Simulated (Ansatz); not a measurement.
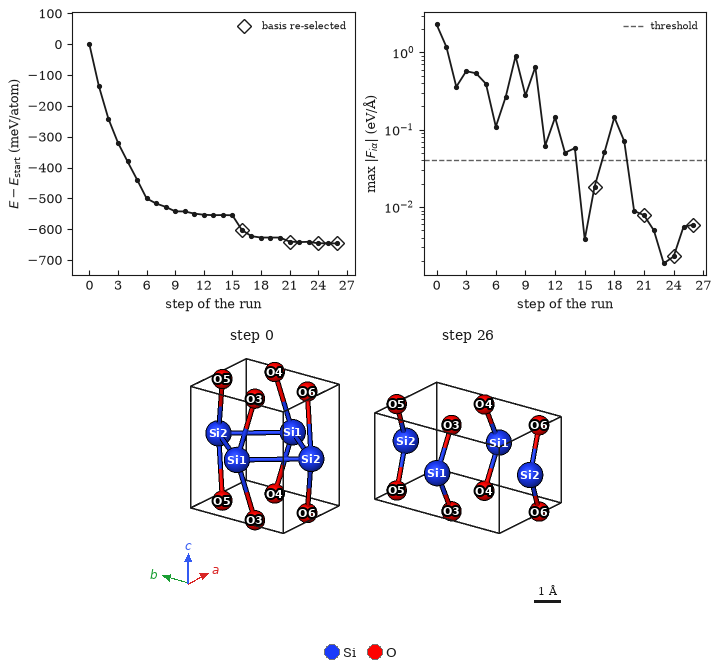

First and last geometry of a relaxation of solid SiO₂ (a generated structure, set up in Pbam) (coarse preliminary run), with the history of the run. Style: ball-and-stick. Shown: the cell of the calculation, from a free direction.

These are results of Ansatz, DFT PBE, scalar-relativistic, plane waves, PAW, not measurements. Settings: plane-wave cutoff 420 eV; k-point mesh 6 × 4 × 4; occupations gaussian; smearing width 0.1 eV; no spin polarisation; cell and atoms relaxed; force threshold 0.04 eV/Å; at most 70 steps.

Did the run converge, and what did it change?

Answer. It converged. The largest moves relative to the cell, 0.63 Å, are those of O3, O4, O5 and O6. O6 goes along [2 −3 0]. Si stays in place. Cell: a 3.605 → 3.987 Å (+10.6 %), b 4.463 → 5.987 Å (+34.2 %), c 5.046 → 3.585 Å (−29.0 %). Volume +5.4 %. Near-neighbour distances that change, for instance: Si1–Si2 2.868 → 3.597 Å, Si1–O3 2.618 → 1.950 Å, O3–O4 1.394 → 1.537 Å. The space group stays Pbam (No. 55). After 22 accepted moves (26 points after the start) the energy has fallen by 646 meV per atom. Largest force component: 2.3 eV/Å at the start, 0.0059 eV/Å at the end. Pressure: −6.16 GPa at the start and 0.06 GPa at the end. At 4 points the geometry stayed and the basis and grid were re-selected for the new cell (energy shift of 47.6 meV per atom at most each time). Cost: 3.8 min on 1 thread of AMD EPYC (Zen 3) (shared host), peak memory 0.38 GiB.
